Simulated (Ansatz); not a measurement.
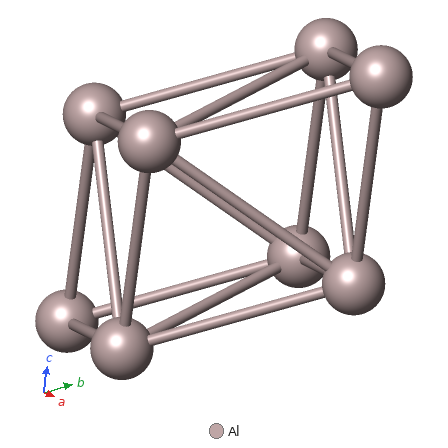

System: Al, space group Fm-3m (No. 225). The picture shows the cell.

Structure:
```
CELL_PARAMETERS angstrom
0.00000 2.02398 2.02398
2.02398 0.00000 2.02398
2.02398 2.02398 0.00000
ATOMIC_POSITIONS crystal
Al 0.00000 0.00000 0.00000
```

Calculation (Ansatz 0.2.0): deformation of a crystal at fixed volume, lengths along the axis scaled against those across it, fractional coordinates fixed, by plane-wave density functional theory with PAW datasets, free energies less that of the undisturbed cell, pressure positive in compression; scalar-relativistic. Level: LDA, no spin polarisation.

```tsv
setting	value
wave cutoff	420 eV
k mesh	22×22×22
occupations	Gaussian
smearing width	0.15 eV
k shift	(0, 0, 0) (mesh steps)
start	as given
path	tetragonal
axis direction	(0, 0, 1) (Cartesian unit vector)
```

Predict the energy change and pressure against relative axial ratio. The relative axial ratio takes the values 0.650, 0.707, 0.780, 0.850, 0.920, 0.960, 1.000, 1.050, 1.100, 1.200, 1.300, 1.414, 1.500.

The energy change is 86 meV/atom at relative axial ratio 0.650 and 389 meV/atom at 1.500; the lowest computed point is at relative axial ratio 1.000 (0 meV/atom); the curve passes over a maximum at 0.707 (93 meV/atom) and turns down again towards the edge of the range. The pressure goes from −1.7 GPa at relative axial ratio 0.650 to 8.9 GPa at 1.500, not monotonically, with a low of −3.6 GPa at 1.000, and changes sign near 1.24.

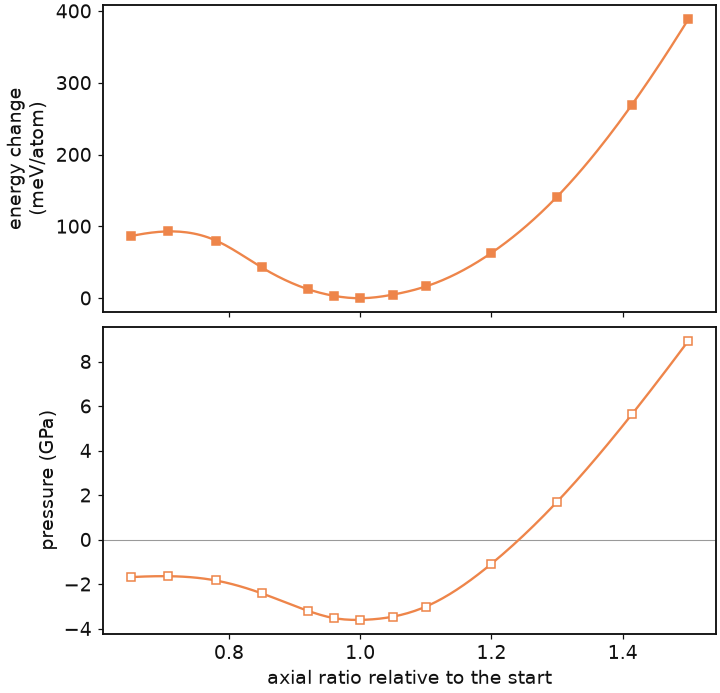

Caveats: reference crystal is not relaxed.
